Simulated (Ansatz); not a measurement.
Read the following structure.

```xyz
6
Lattice="2.8398 0.0000 0.0000 0.0000 2.8398 0.0000 0.0000 0.0000 8.9904" Properties=species:S:1:pos:R:3 pbc="T T T"
Si    0.0000    0.0000    0.0000
Si    1.4199    1.4199    4.4952
O     0.0000    1.4199    3.6411
O     0.0000    1.4199    8.1363
O     1.4199    0.0000    5.3493
O     1.4199    0.0000    0.8541
```

Question: Before looking at a picture, describe the arrangement of atoms.

Answer: This is SiO₂. Space group: P4_2/nmc (No. 137). Lattice: primitive tetragonal. In the cell are 2 Si, 4 O, which makes 2 formula units. The Si atoms are each bonded to four O in a distorted tetrahedral arrangement at 1.66 Å. About every O there are two Si in a bent arrangement at 1.66 Å. The bonds build SiO2 layers parallel to (001).

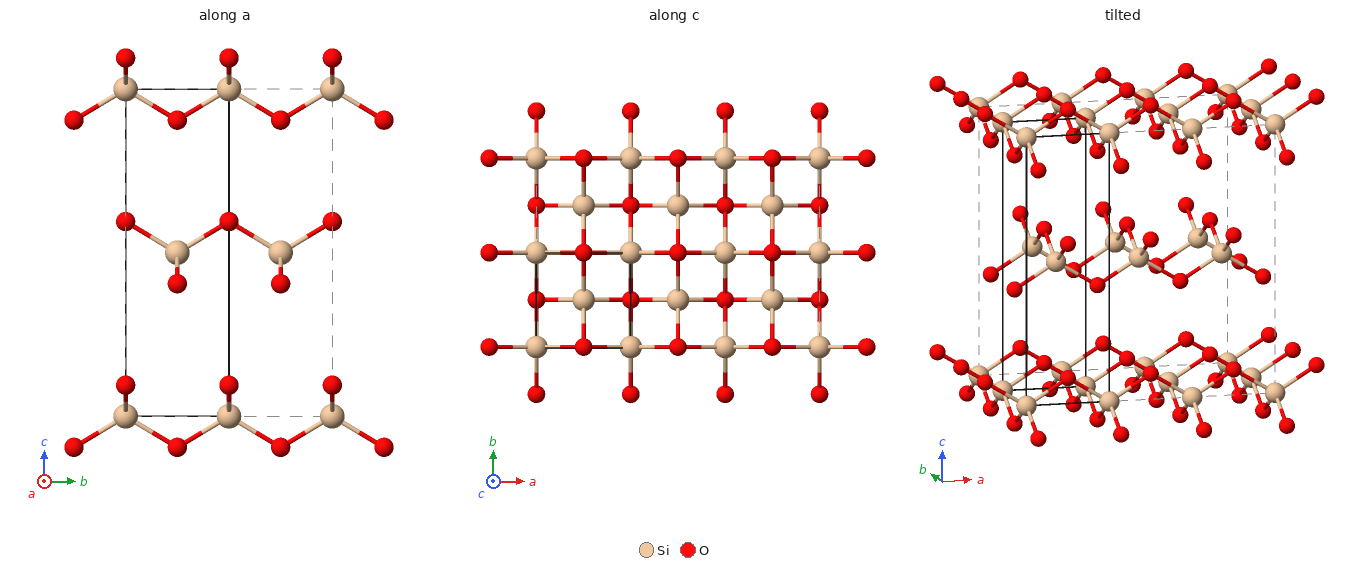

The figure gives a ball-and-stick picture of the atoms, viewed along the a axis, along the c axis and slightly off an axis. The drawing covers 3×2×1 cells, and the solid lines enclose one conventional unit cell. A few atoms beyond the faces are included. Colours: silicon light orange, oxygen red.

The initial geometry was a structure listed in the Materials Project, with elements exchanged, so it need not be a known form of the compound. The geometry comes from a coarse first relaxation with DFT PBE, scalar-relativistic, plane waves, PAW in Ansatz 0.2.0.
